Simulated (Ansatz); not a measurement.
Consider TiAl3.

The calculation's input:

```
crystal:
  lattice:
    - [3.9173238526, 0.0, 0.0]
    - [0.0, 3.9173238526, 0.0]
    - [0.0, 0.0, 3.9173238526]
  atoms:
    - { symbol: Ti, position: [0.0, 0.0, 0.0] }
    - { symbol: Al, position: [0.5, 0.5, 0.0] }
    - { symbol: Al, position: [0.5, 0.0, 0.5] }
    - { symbol: Al, position: [0.0, 0.5, 0.5] }
basis:
  ecutwfc: 420
kpoints:
  mp_grid: { grid: [12, 12, 12] }
hamiltonian:
  xc: pbesol
scf:
  occupations: { method: fermi_dirac, width: 0.15 }
output:
  forces: true
  stress: true
  eigenvalues: true
  write_density: true
  write_potential: true
  elf: true
  volumetric_format: npy
relax:
  adjacent_minimum: "off"
  f_tol: 0.001
  max_steps: 60
  cell: { stress_tol: 0.02, p_target: 3.0 }
```

Command:

```sh
ansatz run input.yaml --threads 1 --pin off --max-ram 3072MiB --backend cpu --events-out ev --progress --plain --runs-dir out
```

Below, planes, directions and counts refer to the conventional cell (a = 3.92 Å, b = 3.92 Å, c = 3.92 Å, α = 90.00°, β = 90.00°, γ = 90.00°).

The fields are those of the relaxed geometry.

Space group Pm-3m; a structure from a database of computed crystals, not necessarily the ambient phase; computed pressure about 3 GPa in this cell; computed without spin polarisation.

The calculation used DFT PBEsol, scalar-relativistic, plane waves, PAW (Ansatz 0.2.0).

What will maps of the valence pseudo-density and electron localisation function show?

Answer. Ti–Al (2.77 Å): the density is about 0.22 e/Å³ at the midpoint; the ELF is about 0.35 at the midpoint.

Does the calculation make it a metal, or give it a gap?

Answer. It is metallic or semimetallic at this level of theory: no gap opens.

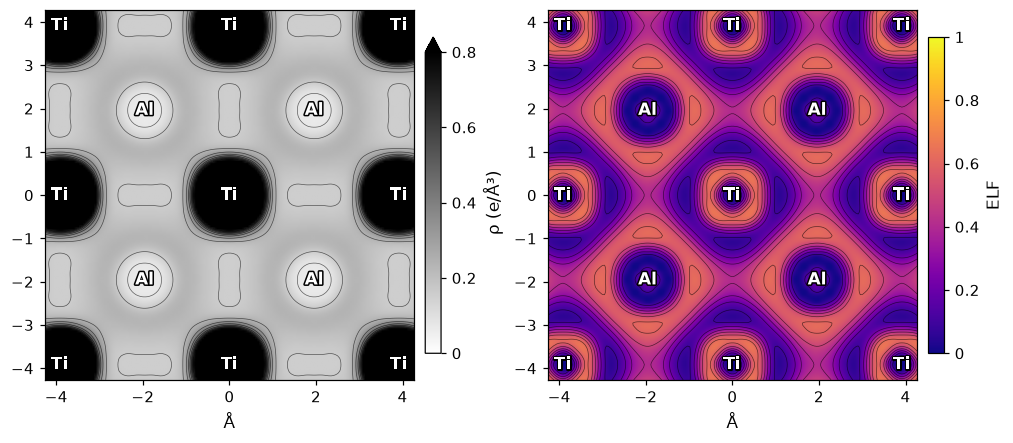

Computed valence pseudo-density and electron localisation function on the (010) plane of the conventional cell, in this order. 
